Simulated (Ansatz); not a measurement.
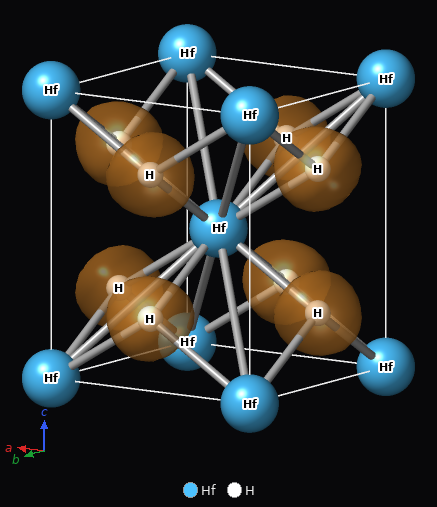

The picture shows: HfH$_{2}$. Isosurface of the ELF at 0.75 (orange), seen at an oblique angle. Only the valence region is drawn (cores and ρ < 0.01 e/Å³ removed). Sticks mark near contacts.

Space group I4/mmm.

Level of theory: Ansatz 0.2.0, DFT LDA, scalar-relativistic, plane waves, PAW.

In a PAW calculation such maps are meaningful between the atoms, not at the nuclei.

Input file:

```
crystal:
  lattice:
    - [-1.7173125444, 1.7173125444, 2.1052569702]
    - [1.7173125444, -1.7173125444, 2.1052569702]
    - [1.7173125444, 1.7173125444, -2.1052569702]
  atoms:
    - { symbol: Hf, position: [0.0, 0.0, 0.0] }
    - { symbol: H, position: [0.75, 0.25, 0.5] }
    - { symbol: H, position: [0.25, 0.75, 0.5] }
basis:
  ecutwfc: 420
kpoints:
  mp_grid: { grid: [18, 18, 18] }
hamiltonian:
  xc: lda
scf:
  occupations: { method: gaussian, width: 0.1 }
output:
  forces: true
  stress: true
  eigenvalues: true
  write_density: true
  write_potential: true
  elf: true
  volumetric_format: npy
relax:
  adjacent_minimum: "off"
  f_tol: 0.005
  max_steps: 80
  cell: { stress_tol: 0.05 }
```

Run with:

```sh
ansatz run input.yaml --threads 1 --pin off --max-ram 2560MiB --backend cpu --events-out ev --progress --plain --runs-dir out
```

Below, planes, directions and counts refer to the conventional cell (a = 3.44 Å, b = 3.44 Å, c = 4.19 Å, α = 90.00°, β = 90.00°, γ = 90.00°).

The fields are those of the relaxed geometry.

Describe the localisation domains.

The surface consists of four regions around hydrogen nuclei, counted in one cell of 6 atoms. Regions shared between cells count once. Along the contacts the grid gives the following. Hf–H (2.02 Å): the ELF climbs to about 1 towards the hydrogen. Hf–Hf (3.21 Å): the ELF is about 0.25 at the midpoint; no localised pair shows between them.

Metal or insulator at this level of theory?

It is metallic or semimetallic at this level of theory: no gap opens.
